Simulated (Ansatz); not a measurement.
**K(100) (P6_3/mmc bulk, the cell from a database of computed structures, not from a measurement, 6 atomic planes (those closer than 0.6 Å count as one), 9 Å): images, spectra and barriers**

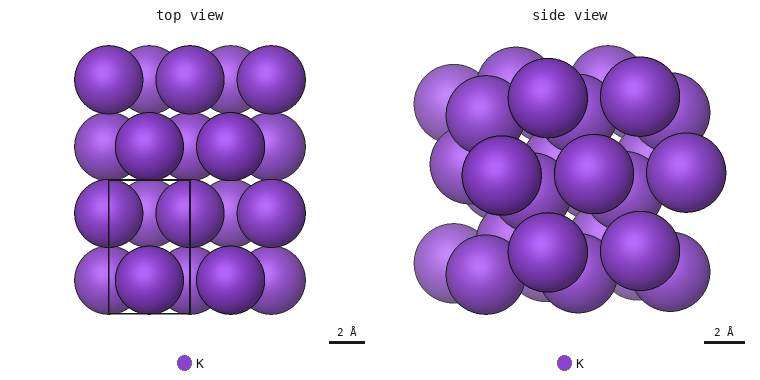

The relaxed structure from above and from the side.

Theory: DFT PBE, scalar-relativistic, plane waves, PAW (Ansatz). Cutoff 420 eV, 15 × 9 k-points, Gaussian smearing 0.1 eV, dipole correction. The slab is a cut without reconstruction beyond its cell, at the source's lattice constants, with its lower half held fixed and the rest relaxed. Of the two ways to cut these planes this one leaves the narrow spacing on top (1.37 Å as cut, then 2.75 Å). This isn't the element's usual bcc form. No spin polarisation. The run warns that the functional's potential is rough in the thin density of the vacuum, where the tip is; weak contrasts and barriers may feel it.

Tersoff–Hamann simulation (s-wave tip); biases are sample biases. Bias windows are sharp sums over the levels of the k mesh.

```yaml
crystal:
  lattice:
    - [4.76240, 0.00000, 0.00000]
    - [0.00000, 7.82997, 0.00000]
    - [0.00000, 0.00000, 27.62350]
  atoms:
    - { symbol: K, position: [0.00000, 0.75000, 0.32581] }
    - { symbol: K, position: [0.50000, 0.25000, 0.37558] }
    - { symbol: K, position: [0.50000, 0.75000, 0.47512] }
    - { symbol: K, position: [0.00000, 0.25000, 0.51797] }
    - { symbol: K, position: [0.00000, 0.75000, 0.61801] }
    - { symbol: K, position: [0.50000, 0.25000, 0.65867] }
```

## 1. One image

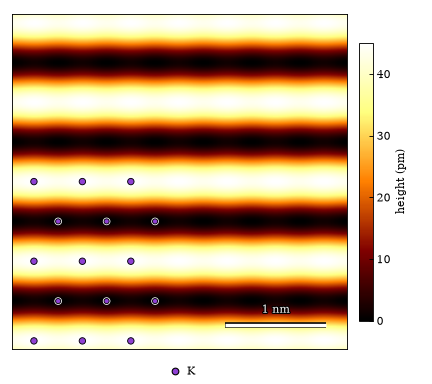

Constant-current image at a set point of 5.8 × 10⁻⁵ e/Å³ of this surface, sample bias +0.25 V. The atoms seen from above are drawn over one corner (deeper ones smaller).

Question: Assign the bright and dark features to the surface structure.

Answer: The brightest spots lie over the top K atoms; the darkest points are over the K atoms 1.1 Å below the top plane. The corrugation is 45 pm at a mean tip height of 4.0 Å.

## 2. Approach curves

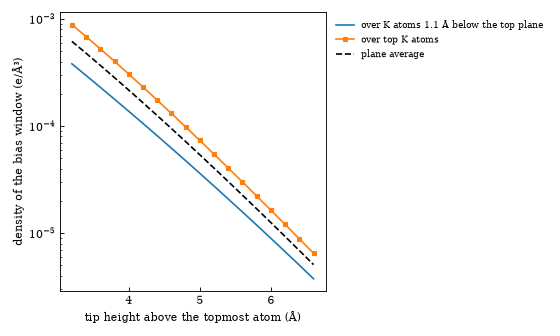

Approach curves over this surface at a sample bias of +0.50 V.

Question: How fast does the current decay, and what apparent barrier height does that imply?

Answer: Near 4 Å the plane average falls as exp(−1.35 z/Å), a factor of 3.8 per ångström, which gives an apparent barrier of 1.7 eV (0.952 eV Å² times the slope squared). The vacuum level lies 2.35 eV above zero bias. The upper edge of the window lies 1.85 eV under it. The curve is still bending at 4 Å, since the potential hasn't yet risen to the vacuum level: further out the slope reaches 1.50 per Å, an apparent barrier of 2.1 eV. That far value is close to 1.85 eV. At 4 Å the 0.25 eV of states nearest the upper edge carry 73 % of the density.

## 3. Bias series

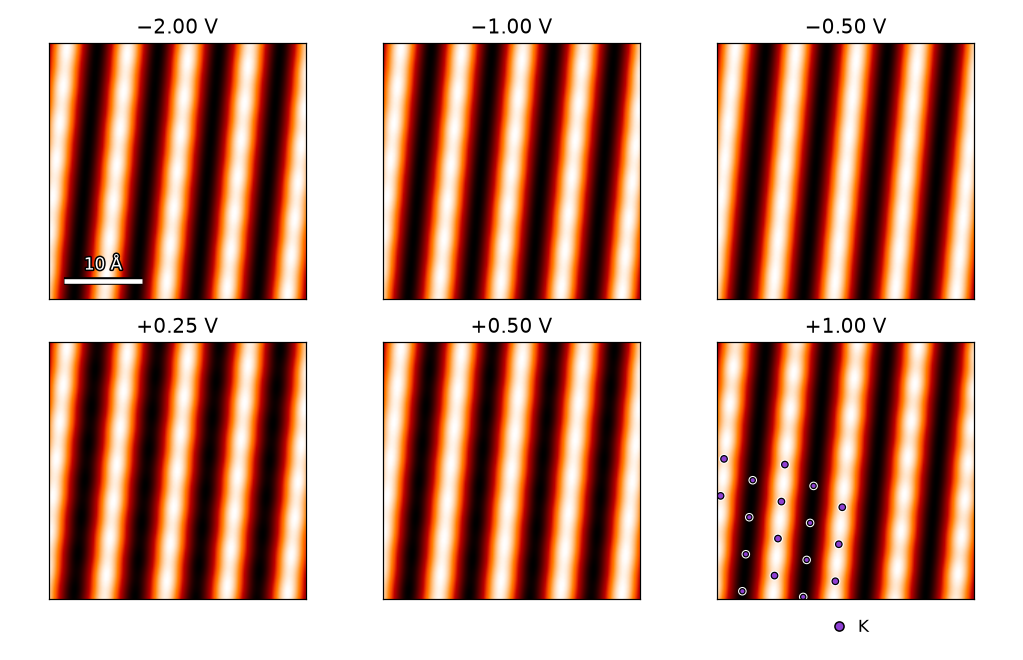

Constant-current images of this surface at 6 sample biases, each on its own colour scale; the last has the atoms seen from above drawn over one corner (deeper ones smaller).

Question: How do the images change with bias?

Answer:
```
   bias  set point (e/Å³)  corrugation                                               brightest over
−2.00 V        1.9 × 10⁻⁴        47 pm                                                  top K atoms
−1.00 V        1.6 × 10⁻⁴        48 pm                                                  top K atoms
−0.50 V        1.2 × 10⁻⁴        48 pm                                                  top K atoms
+0.25 V        5.8 × 10⁻⁵        45 pm                                                  top K atoms
+0.50 V        2.2 × 10⁻⁴        60 pm                                                  top K atoms
+1.00 V        7.2 × 10⁻⁴        38 pm  points 2.4 Å to the side of the top K atoms and top K atoms
```

The slab has states at the Fermi level, so this model gives a current down to small biases. Its work function (top face) is 2.35 eV.
